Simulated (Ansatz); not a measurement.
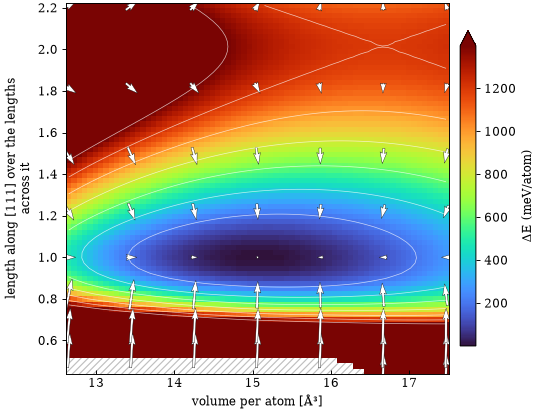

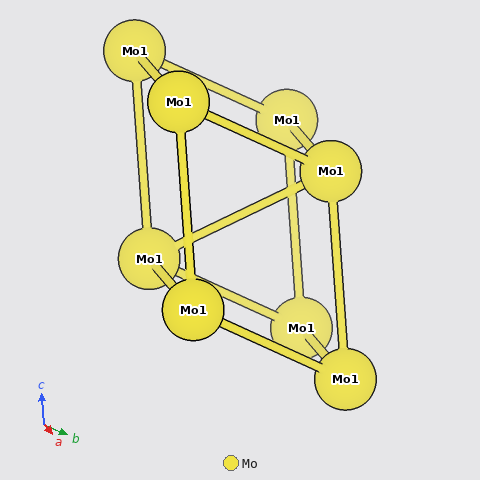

Energy landscape of Mo (Im-3m, No. 229; 1 atom in the cell). 
- The energy is mapped over volume and the cell's shape.
- First axis: volume per atom. Second axis: length along [111] over the lengths across it, relative to the cubic cell.
- Nothing is relaxed (symmetry fixes all fractional coordinates).
- The grid has 7 × 9 points. At 5 points there is no value (left out of the scan, as a rule where atoms come close).
- Points are written as (first, second).
- All energies are given in meV/atom relative to the lowest grid point.
- Level of theory: Ansatz, DFT LDA, scalar-relativistic, plane waves, PAW. Settings: cutoff 420 eV, k-mesh 22×22×22, gaussian smearing 0.15 eV, no spin polarisation.

In the figure: a smooth colour map with a few white contour lines, arrows along the force (downhill), their lengths compressed, one colour for all values above the top of the scale, hatched blanks where no value was computed. Between grid points the surface is interpolated. The second picture is the structure at the lowest point

**Where are the wells?**

The lowest grid point is at (15.06 Å³, 1.000) [bcc]. No other kind of well shows on this grid. The highest grid point, (16.67 Å³, 0.452), lies 12150 meV/atom above the lowest.

Each point was launched as `ansatz run input.yaml --threads 1 --pin off --max-ram 2048MiB --backend cpu --events-out ev --progress --plain --runs-dir out`. Time for the 58 points that were run: 20 min on 1 thread of Arm Neoverse N1 (shared host).

PAW datasets: the set soft_1.
